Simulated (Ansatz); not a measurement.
Run report: SnSe, geometry relaxation

- system: SnSe (2 atoms in the cell)
- method: DFT PBEsol, scalar-relativistic, plane waves, PAW, no spin polarisation (Ansatz 0.2.0)

The structure derives from an entry of the Crystallography Open Database. It belongs to a series of runs on one base structure; here: cell and atoms relaxed tightly for response. Figures and captions count atoms from 1; the log counts them from 0 in places.

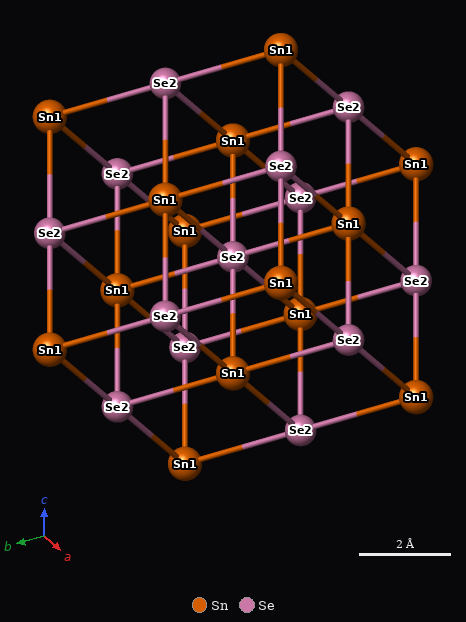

**Figure 1.** The starting structure (ball-and-stick view of the cell 4 times as large as that of the calculation, set on its symmetry axes, seen at an oblique angle; atoms are numbered from 1 in the order of the input). Near neighbours in the crystal (not all of them lie inside the picture): Sn has 6 Se at 2.97 Å; Se has 6 Sn at 2.97 Å.

## Results in brief

| quantity | value |
| --- | --- |
| outcome | converged |
| space group (tolerance 0.01 Å) | Fm-3m (225) |
| electrons treated | 30 |
| free energy | −11374.8628 eV |
| Fermi energy | 9.370 eV |
| gap on the k-point mesh | 0.75 eV |
| pressure | 0.00 GPa |
| final volume | 52.54 Å³ |
| largest force (length of the vector) at the end | under 0.001 eV/Å |
| final cell | a = 4.204 Å, b = 4.204 Å, c = 4.204 Å, α = 60.00°, β = 60.00°, γ = 60.00° |
| hardware | 1 thread of Intel Xeon @ 2.50GHz (Skylake/Cascade Lake), 32 GiB of memory available, shared host |
| wall time | 5.8 s |
| peak memory | 0.41 GiB |

## Input
```yaml
crystal:
  lattice:
    - [0.0, 2.9727546659, 2.9727546659]
    - [2.9727546659, 0.0, 2.9727546659]
    - [2.9727546659, 2.9727546659, 0.0]
  atoms:
    - { symbol: Sn, position: [0.0, 0.0, 0.0] }
    - { symbol: Se, position: [0.5, 0.5, 0.5] }
basis:
  ecutwfc: 420
kpoints:
  mp_grid: { grid: [8, 8, 8] }
hamiltonian:
  xc: pbesol
scf:
  occupations: { method: fixed }
output:
  forces: true
  stress: true
  eigenvalues: true
  write_density: true
  write_potential: true
  elf: true
  volumetric_format: npy
relax:
  adjacent_minimum: "off"
  f_tol: 0.001
  max_steps: 60
  cell: { stress_tol: 0.01 }
```

Launched with:
```bash
ansatz run input.yaml --threads 1 --pin off --max-ram 3072MiB --backend cpu --events-out ev --progress --plain --runs-dir out
```

## The program's output
```
Engine: ansatz 0.2.0, x86_64-unknown-linux-gnu
Pseudopotentials: kind: paw
Pseudopotential: Sn, paw, valence charge 14, recommended cutoff 420 eV (normal), Sn.paw.azcp
Pseudopotential: Se, paw, valence charge 16, recommended cutoff 420 eV (normal), Se.paw.azcp
Functional definition: PBEsol
  exchange = pbesol_x
  correlation = pbesol_c
Crystal: 2 atoms, lattice volume = 52.542 Å³
Basis set: ecut = 420 eV, 965 PW (Γ), exchange–correlation on 60×60×60 points (8 copies of the dense FFT grid, shifted against one another)
Bands: 19, of which v1, the nominal top of the filled ones, is band 15 counted from 1 (14 counted from 0)
Symmetry: 48 space group operations
Space group: Fm-3m (ITA 225), of the structure as read, at distance tolerance 3.7e-5 Å
k-points: 29 of 512
Non-local potential: Sn, projectors of the file, l = 0: 2, l = 1: 2, l = 2: 2, l = 3: 2
Non-local potential: Se, projectors of the file, l = 0: 2, l = 1: 2, l = 2: 3, l = 3: 1
PAW form: soft (Blöchl's): semilocal exchange-correlation on the pseudo side does not see the compensation charge
PAW frozen core: Sn, regenerated for the run's functional, and the local potential with it (the file was generated under x = pbe(κ = 0.804, μ = 0.2195149727645171), c = pbe(β = 0.06672455060314922))
PAW frozen core: Se, regenerated for the run's functional, and the local potential with it (the file was generated under x = pbe(κ = 0.804, μ = 0.2195149727645171), c = pbe(β = 0.06672455060314922))
PAW one-centre angular grid: Sn, 590 points (default); XC on 64 Gauss nodes
PAW one-centre angular grid: Se, 590 points (default); XC on 64 Gauss nodes
Initial density: superposition of atomic densities (neutral atoms: chi_scale 0, normalization atom), corrected by the library's trained network
Initial wavefunctions: pseudopotential atomic-orbital guess
Functional: x = pbesol(κ = 0.804, μ = 0.12345679012345678), c = pbesol(β = 0.046)
SCF iter   1: F=—  HF=-11374.866210 eV  |F-HF|=—  |Δ(HF+E_count)|=         —  Δρ=2.78e-3  dr2=6.15e-3  ethr=1.77e-3  ⟨swp⟩=5.0  Hψ=2275  notcnv=0  defer=44
preconditioner: auto → none  [insulator: Δε(μ)=0.758 eV  Ē_g=17.408 eV  n_scr=14 (ndim 8)  ℏωp=22.9 eV  f_vac=0.011  ε∞_Penn≈2.7]
SCF iter   2: F=—  HF=-11374.862950 eV  |F-HF|=—  |Δ(HF+E_count)|=   3.26e-3  Δρ=1.05e-3  dr2=5.45e-4  ethr=2.05e-5  ⟨swp⟩=2.1  Hψ=996  notcnv=0  defer=50
SCF iter   3: F=—  HF=-11374.862775 eV  |F-HF|=—  |Δ(HF+E_count)|=   1.75e-4  Δρ=3.35e-4  dr2=5.13e-5  ethr=1.82e-6  ⟨swp⟩=2.2  Hψ=963  notcnv=0  defer=50
SCF iter   4: F=—  HF=-11374.862780 eV  |F-HF|=—  |Δ(HF+E_count)|=   4.84e-6  Δρ=1.52e-4  dr2=7.30e-6  ethr=1.71e-7  ⟨swp⟩=2.2  Hψ=941  notcnv=0  defer=28
SCF iter   5: F=—  HF=-11374.862783 eV  |F-HF|=—  |Δ(HF+E_count)|=   3.42e-6  Δρ=2.93e-5  dr2=2.75e-7  ethr=2.43e-8  ⟨swp⟩=2.6  Hψ=961  notcnv=0  defer=35
SCF iter   6: F=-11374.862783 eV  HF=-11374.862783 eV  |F-HF|=4.22e-8  |Δ(HF+E_count)|=   1.59e-7  Δρ=4.53e-6  dr2=9.62e-9  ethr=3.33e-10  ⟨swp⟩=10.4  Hψ=4397  notcnv=0
SCF 1 converged in 6 iterations: F = -11374.862783 eV  dr2 = 9.62e-9
  Residual-converged pass: ⟨swp⟩=1.1  Hψ=670  notcnv=0  max |occ|·‖R‖ = 7.0e-9 eV (tolerance 1.0e-8 eV)  dr2=9.62e-9  dr2_onsite=4.94e-8  max |Δocc| = 0.0e0
  greatest PAW one-centre occupation: 1.000 electrons in one spin orbital (limit 2), on the Se atom at site 1 (counted from 0), in its partial waves of l = 2
relax step   1: F+E_penalty+E_count = -11374.86278287 eV  Δ(F+E_penalty+E_count) = +0.000e0 eV  max|allowed force component| = 2.630e-30 eV/Å  Δτ_max = 0.0000 Å  P = -0.002 GPa  Ω = 52.542 Å³  (6 SCF iters, dr2 threshold 1.00e-7 eV, accepted)
Initial density: handed on by an earlier stage of this run
Initial wavefunctions: pseudopotential atomic-orbital guess (no wavefunctions were taken with the density)
iter 1 solved again at ethr=6.48e-8 eV; its pass at ethr=3.10e-3 eV (dr2=1.94e-5 eV) is discarded
SCF iter   1: F=—  HF=-11374.862782 eV  |F-HF|=—  |Δ(HF+E_count)|=         —  Δρ=4.50e-6  dr2=9.30e-9  ethr=6.48e-8  ⟨swp⟩=3.1  Hψ=3813  notcnv=0  defer=50
preconditioner: auto → none  [insulator: Δε(μ)=0.748 eV  Ē_g=17.440 eV  n_scr=14 (ndim 8)  ℏωp=22.9 eV  f_vac=0.007  ε∞_Penn≈2.7]
SCF iter   2: F=—  HF=-11374.862783 eV  |F-HF|=—  |Δ(HF+E_count)|=   9.30e-7  Δρ=2.23e-6  dr2=2.48e-9  ethr=3.10e-11  ⟨swp⟩=2.7  Hψ=1046  notcnv=0  defer=30
SCF iter   3: F=—  HF=-11374.862783 eV  |F-HF|=—  |Δ(HF+E_count)|=  8.00e-11  Δρ=7.87e-7  dr2=3.30e-10  ethr=8.28e-12  ⟨swp⟩=2.0  Hψ=675  notcnv=0  defer=30
SCF iter   4: F=—  HF=-11374.862783 eV  |F-HF|=—  |Δ(HF+E_count)|=  1.16e-10  Δρ=4.24e-7  dr2=4.93e-11  ethr=1.10e-12  ⟨swp⟩=2.3  Hψ=934  notcnv=0  defer=30
SCF iter   5: F=—  HF=-11374.862783 eV  |F-HF|=—  |Δ(HF+E_count)|=  8.00e-11  Δρ=5.25e-8  dr2=8.07e-13  ethr=1.00e-12  ⟨swp⟩=6.1  Hψ=3074  notcnv=0
SCF iter   6: F=-11374.862783 eV  HF=-11374.862783 eV  |F-HF|=0.00e0  |Δ(HF+E_count)|=  3.64e-12  Δρ=3.28e-9  dr2=4.07e-15  ethr=1.00e-12  ⟨swp⟩=4.9  Hψ=2033  notcnv=0
SCF 2 converged in 6 iterations: F = -11374.862783 eV  dr2 = 4.07e-15
relax step   2: F+E_penalty+E_count = -11374.86278290 eV  Δ(F+E_penalty+E_count) = -2.236e-8 eV  max|allowed force component| = 3.418e-30 eV/Å  Δτ_max = 0.0000 Å  P = -0.002 GPa  Ω = 52.542 Å³  stress off target by 2.40e-3 GPa  SCF on the basis re-selected at this cell (its energy is not comparable with the rows above)  (6 SCF iters)
```

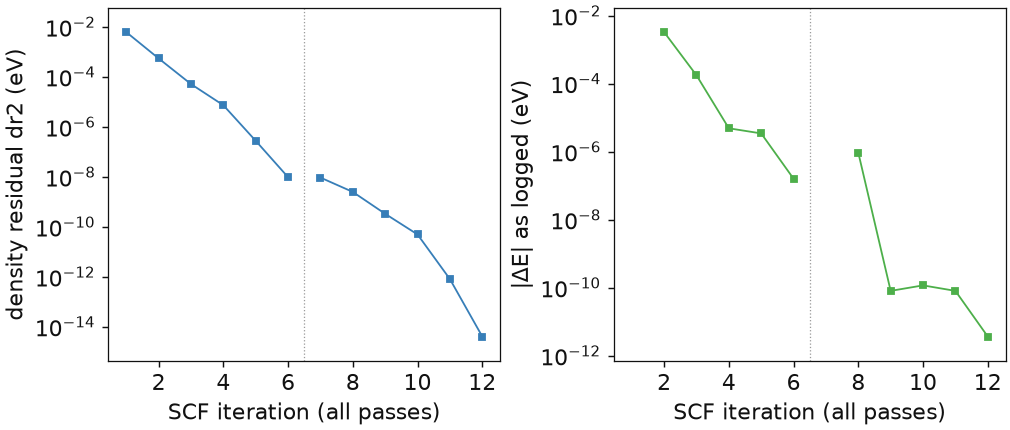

**Figure 2.** Convergence of the self-consistent field: density residual dr2 and size of the energy change against the SCF iteration. The dotted lines part the SCF passes of the relaxation: geometry steps, rejected trials and re-solves on a re-selected basis. The passes take 6 and 6 iterations.

```
basis re-selected at this cell: Δ(F+E_penalty+E_count) = -2.236e-8 eV, ΔP = -0.000 GPa vs the last step (what re-selecting the basis moved, of the pressure what is left beyond the Pulay correction that the steps carried, after the strain that the cell walked since its last selection, with what the two solves' SCF thresholds leave and, on support functions, any second-order correction that the steps lacked; it is no measure of the basis error at this ecutwfc). This SCF's stress stands 2.40e-3 GPa from its target on what of the cell is left free (relax.cell.stress_tol is 1.00e-2 GPa) and its largest allowed force component is 3.42e-30 eV/Å (relax.f_tol is 1.00e-3 eV/Å): within both
SCF converged after 6 iterations
Free energy (F): -11374.862783 eV
Harris-Foulkes:  -11374.862783 eV  (|F-HF|=0.00e0)
Internal energy: -11374.862783 eV  (E = F + TS)
E sigma→0 (E₀):  -11374.862783 eV
Fermi energy:    9.370431 eV
--- Per-component energies (eV) ---
  E_band       = -466.221706
  E_kinetic    = 304.207022
  E_local      = -3266.293794  (includes V_loc(G=0)·N_el)
  E_nonlocal   = -623.564896
  E_hartree    = 1723.324162
  E_xc         = -483.656168
  E_vxc        = -196.005865  (∫ρ·V_xc dr)
  E_paw        = -5929.417529  (= ΣΔE_a)
  E_vpaw       = -131.211931  (= ΣTr[D̂ρ^β])
  E_aug_tail   = -0.000567  (compensation charges beyond the density's cutoff)
  E_ewald      = -3100.754302
  E_core_change = 1.293290  (= ΣΔE_core)
  E_smearing   = -0.000000  (= −TS)
  E_closure    = -0.000000  (closes the sum)
  Σ components = -11374.862783   (vs F -11374.862783, Δ=0.00e0)
--- Forces (eV/Å), atoms counted from 1 ---
  atom   1  Sn    -0.00000000     0.00000000    -0.00000000
  atom   2  Se    -0.00000000     0.00000000    -0.00000000
  max |Σ_I F_I| component: 2.68e-29 eV/Å
--- Stress (GPa, compression-positive) ---
       -0.002398       0.000000      -0.000000
        0.000000      -0.002398       0.000000
       -0.000000       0.000000      -0.002398
  P = ⅓ Tr σ = -0.0024 GPa (-0.024 kbar)
--- Band table (eV; the first three rows and the last of 29) ---
  k-point 0: bands = ["-38.3427", "-38.3427", "-38.3407", "-38.3407", "-38.3407", "-12.0266", "-12.0266", "-12.0253", "-12.0253", "-12.0253", "-4.6593", "4.4927", "7.1914", "7.1914", "7.1914", "13.9100", "13.9100", "13.9100", "15.2479"]
  k-point 1: bands = ["-38.3427", "-38.3427", "-38.3407", "-38.3407", "-38.3407", "-12.0279", "-12.0279", "-12.0249", "-12.0232", "-12.0232", "-4.5416", "3.8322", "7.2108", "7.2108", "7.7128", "12.9746", "13.1234", "13.1234", "15.2278"]
  k-point 2: bands = ["-38.3426", "-38.3426", "-38.3407", "-38.3407", "-38.3407", "-12.0314", "-12.0314", "-12.0239", "-12.0178", "-12.0178", "-4.2227", "2.6453", "7.2785", "7.2785", "8.5037", "11.6553", "11.9167", "11.9167", "15.5289"]
  k-point 28: bands = ["-38.3427", "-38.3426", "-38.3407", "-38.3407", "-38.3406", "-12.0513", "-12.0257", "-12.0190", "-12.0190", "-12.0043", "-3.2914", "2.4375", "4.5230", "4.5230", "8.6885", "10.9627", "14.2602", "14.2602", "16.7940"]
--- Relaxed structure (1 steps of the walk, 1 accepted, 1 SCFs on fresh bases) ---
  F+E_penalty+E_count = -11374.86278290 eV   max|allowed force component| = 3.418e-30 eV/Å   (the final SCF, on the basis selected at the relaxed cell)
  cell:  # Å, volume = 52.5421 Å³
    - [0.0, 2.9727546659, 2.9727546659]
    - [2.9727546659, 0.0, 2.9727546659]
    - [2.9727546659, 2.9727546659, 0.0]
  atoms:
    - { symbol: Sn, position: [0.0, 0.0, 0.0] }
    - { symbol: Se, position: [0.49999999999999994, 0.49999999999999994, 0.49999999999999994] }
```

## Trajectory as extended XYZ (Å, eV, eV/Å), 2 frames, from step=1 to step=2
```
2
Lattice="0.0000 2.9728 2.9728 2.9728 0.0000 2.9728 2.9728 2.9728 0.0000" Properties=species:S:1:pos:R:3:forces:R:3 step=1 energy=-11374.86278 pressure_GPa=-0.00
Sn    0.0000    0.0000    0.0000    0.0000   0.0000   0.0000
Se    2.9728    2.9728    2.9728    0.0000   0.0000   0.0000
2
Lattice="0.0000 2.9728 2.9728 2.9728 0.0000 2.9728 2.9728 2.9728 0.0000" Properties=species:S:1:pos:R:3:forces:R:3 step=2 energy=-11374.86278 pressure_GPa=-0.00
Sn    0.0000    0.0000    0.0000    0.0000   0.0000   0.0000
Se    2.9728    2.9728    2.9728    0.0000   0.0000   0.0000
```

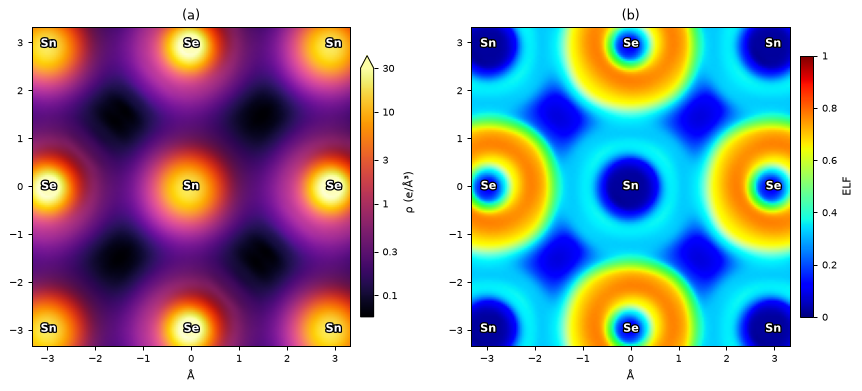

**Figure 3.** (a) valence pseudo-density; (b) electron localisation function on the (010) plane of the conventional cell. Sn–Se (2.97 Å): ρ at the midpoint is about 0.24 e/Å³; the ELF peaks at about 0.80 in the valence shell of Se, 0.8 Å from its nucleus, and drops to about 0.30 between the two atoms. Away from the nuclei the density in this plane falls to 0.06 e/Å³ at its lowest. The fields are those of the smooth PAW valence density.

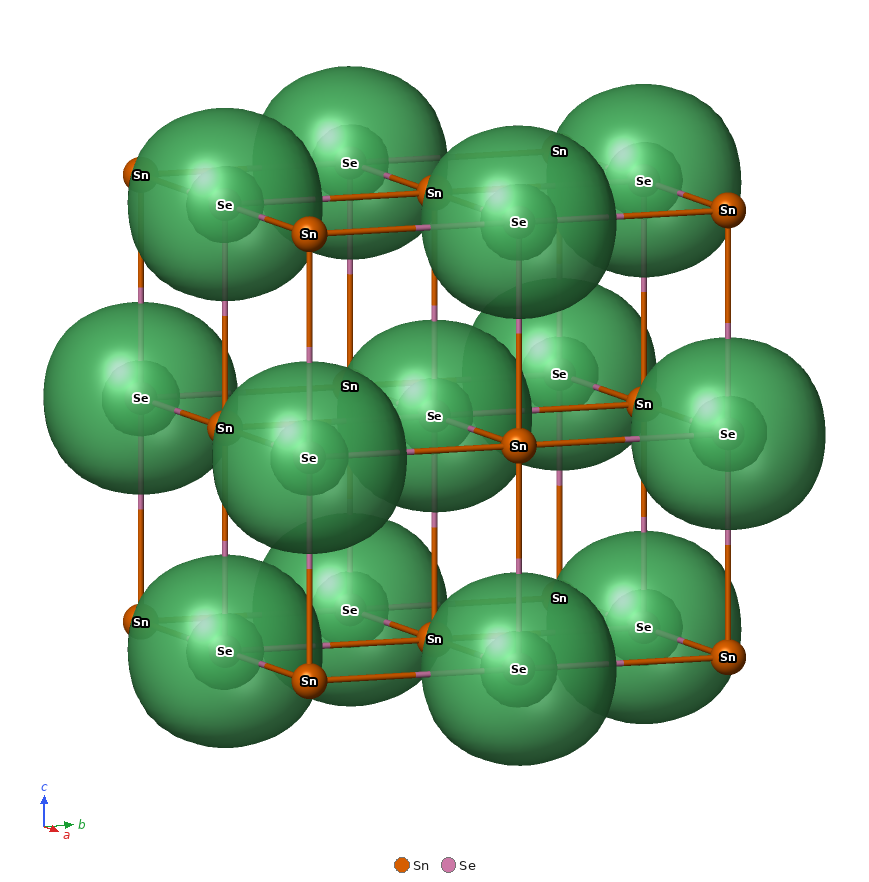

**Figure 4.** Isosurface of the ELF at 0.6 (green), seen slightly off an axis. Core shells and regions of very low density are left out. Sticks mark near contacts. The outline is the cell set on symmetry axes. Along the contacts the grid gives the following. Sn–Se (2.97 Å): the ELF peaks at about 0.80 in the valence shell of Se, 0.8 Å from its nucleus, and drops to about 0.30 between the two atoms.
